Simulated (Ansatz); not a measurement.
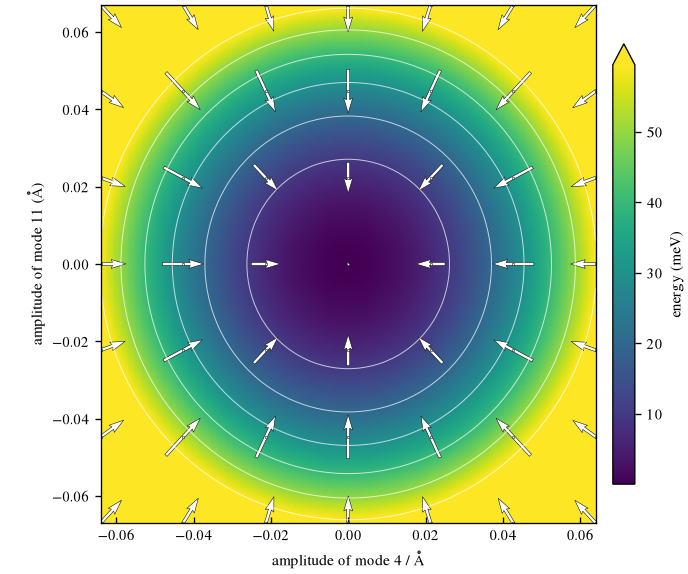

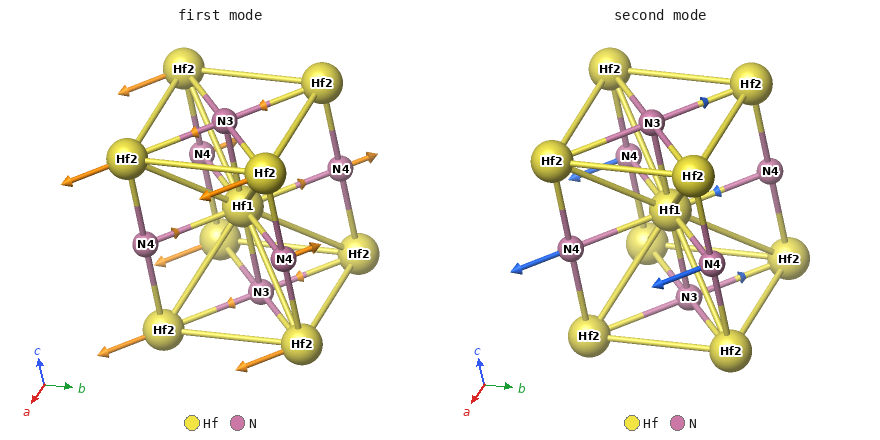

Energy landscape of HfN (Fm-3m, No. 225; 4 atoms in the cell). The energy is mapped over two normal modes frozen in (zone-centre modes of the 4-atom cell of this scan, which folds in the wave vector (0, 1/2, 1/2) of the primitive cell). The first coordinate is: amplitude of mode 4 (147 cm⁻¹), largest displacement; the second: amplitude of mode 11 (507 cm⁻¹), largest displacement. Nothing is relaxed (the cell and all other modes fixed). Grid: 7 × 7 points; 25 points were computed and 24 follow by symmetry. Points are written as (first, second). Energies are in meV per cell, from the lowest grid point. These are results of DFT PBEsol, scalar-relativistic, plane waves, PAW (Ansatz 0.2.0), not measurements. Settings: cutoff 520 eV, k-mesh 14×14×10 in the order of the run's cell vectors, gaussian smearing 0.15 eV, no spin polarisation.

Drawn: a smooth colour map with a few white contour lines, dots at the grid points, arrows along the force (downhill), their lengths compressed, one colour for all values above the top of the scale. Between grid points the surface is interpolated. The second picture is the structure at the lowest point

> Describe this landscape.

The lowest grid point is at (0.000 Å, 0.000 Å). No other kind of well shows on this grid. The highest grid point, (−0.064 Å, −0.067 Å), lies 122 meV above the lowest.

Grid values (meV):

```
second ↓, first →  −0.064  −0.043  −0.021  0.000  0.021  0.043  0.064
            0.067     121      88      68     62     68     88    122
            0.045      87      54      34     27     34     54     87
            0.022      66      33      13      7     13     33     66
            0.000      59      26       7      0      7     26     59
           −0.022      66      33      13      7     13     33     66
           −0.045      87      54      34     27     34     54     87
           −0.067     122      88      68     62     68     88    121
```

Each point was launched as `ansatz run input.yaml --threads 2 --pin off --max-ram 4096MiB --backend cpu --events-out ev --progress --plain --runs-dir out`. Time for the 25 points that were run: 16 min on 2 threads of Arm Neoverse N1, on a shared host.

PAW datasets: the set soft_1.
